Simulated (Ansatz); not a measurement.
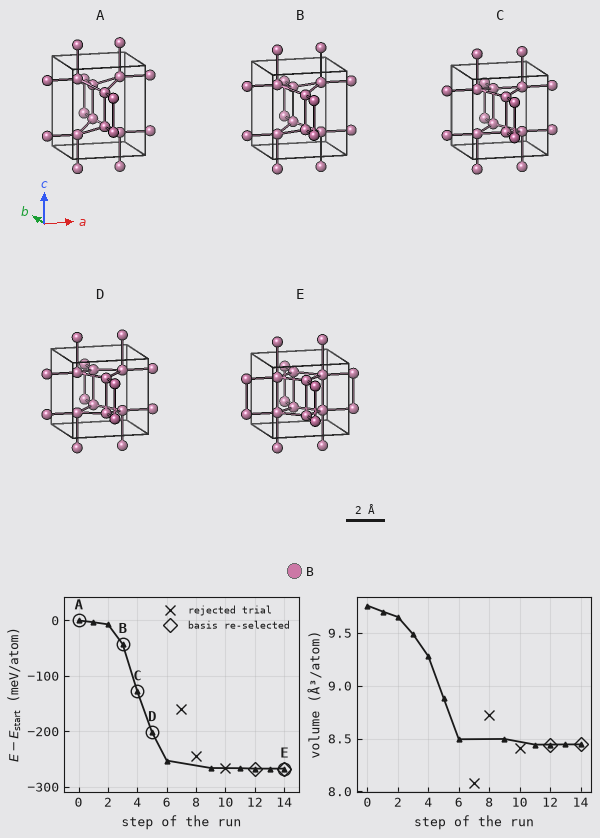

Frames of a relaxation of solid B (a generated structure, set up in P4_2/mmc), marked on the history of the run. The picture is a ball-and-stick view of the cell of the calculation, seen slightly off an axis.

Theory: DFT PBE, scalar-relativistic, plane waves, PAW (Ansatz 0.2.0).

Input file:
```yaml
crystal:
  lattice:
    - [4.009868348, 0.0, 0.0]
    - [0.0, 4.009868348, 0.0]
    - [0.0, 0.0, 4.855491745]
  atoms:
    - { symbol: B, position: [0.791218092, 0.5, 0.1898054778] }
    - { symbol: B, position: [0.5, 0.791218092, 0.6898054778] }
    - { symbol: B, position: [0.5, 0.208781908, 0.6898054778] }
    - { symbol: B, position: [0.791218092, 0.5, 0.8101945222] }
    - { symbol: B, position: [0.208781908, 0.5, 0.8101945222] }
    - { symbol: B, position: [0.208781908, 0.5, 0.1898054778] }
    - { symbol: B, position: [0.5, 0.791218092, 0.3101945222] }
    - { symbol: B, position: [0.5, 0.208781908, 0.3101945222] }
basis:
  ecutwfc: 420
kpoints:
  mp_grid: { grid: [10, 10, 8] }
hamiltonian:
  xc: pbe
scf:
  occupations: { method: gaussian, width: 0.1 }
output:
  forces: true
  stress: true
  eigenvalues: true
relax:
  adjacent_minimum: "off"
  f_tol: 0.01
  max_steps: 80
  cell: { stress_tol: 0.05 }
```

Run as
```bash
ansatz run input.yaml --threads 1 --pin off --max-ram 2048MiB --backend cpu --events-out ev --progress --plain --runs-dir out
```

Question: What happens along the run?

Answer: The largest moves relative to the cell, 0.23 Å, are those of 8 atoms (B1, B2, B3, B4 and others). B5 goes along −c. Cell: a = b 4.010 → 4.203 Å (+4.8 %), c 4.855 → 3.824 Å (−21.2 %). Volume −13.5 %. Some distances before and after: B1–B4 3.012 → 1.912 Å, B1–B4 (another image) 1.843 → 1.912 Å, B1–B6 1.674 → 1.710 Å, B1–B7 1.752 → 1.763 Å. New bonds form: B1–B4 (3.01 → 1.91 Å), B2–B7 (3.01 → 1.91 Å), B3–B8 (3.01 → 1.91 Å), B5–B6 (3.01 → 1.91 Å). Among the angles between lasting bonds that change: B4–B1–B7 109.5° → 90.0°, B7–B1–B8 83.6° → 90.0°, B6–B1–B7 131.8° → 135.0°. The space group (tolerance 0.01 Å) goes from P4_2/mmc (No. 131) to P4/mmm (No. 123). After 9 accepted moves (14 points after the start) the energy has fallen by 267 meV per atom. Largest force component: 0.25 eV/Å at the start, 0.00019 eV/Å at the end. The pressure goes from −0.25 to 0.00 GPa. The line search rejected the trial steps at points 7, 8, 10 of the run. The SCF was repeated twice at an unchanged geometry on a basis and grid sized afresh for the cell, which shifted the energy by 0.8 meV per atom at most. From step 0 to 3: B atoms move most (0.08 Å), volume −2.8 %, energy −42.6 meV per atom. From step 3 to 4: B atoms move most (0.07 Å), volume −2.2 %, energy −85.4 meV per atom. From step 4 to 5: B atoms move most (0.05 Å), volume −4.3 %, energy −73.5 meV per atom. From step 5 to 14: B atoms move most (0.07 Å), volume −4.9 %, energy −65.6 meV per atom.

```
step  E − E(0), meV/atom  largest force component, eV/Å  pressure, GPa  volume, Å³/atom                      note
   0                0.00                         0.2457          -0.25            9.759                          
   1               -3.15                         0.2465           0.09            9.703                          
   2               -6.97                         0.2824           0.27            9.652                          
   3              -42.59                         0.4668          -0.34            9.488                          
   4             -127.99                         0.6297          -3.25            9.279                          
   5             -201.47                         0.6382          -2.96            8.884                          
   6             -252.50                         0.9873           0.18            8.494                          
   7             -159.07                         2.1474          10.01            8.076                  rejected
   8             -243.58                         0.8319          -3.84            8.728                  rejected
   9             -265.93                         0.0155          -1.18            8.497                          
  10             -265.80                         0.0720           0.95            8.407                  rejected
  11             -266.25                         0.0014          -0.02            8.443                          
  12             -267.02                         0.0011           0.06            8.443  same geometry, new basis
  13             -267.02                         0.0003           0.00            8.445                          
  14             -267.03                         0.0002           0.00            8.445  same geometry, new basis
```
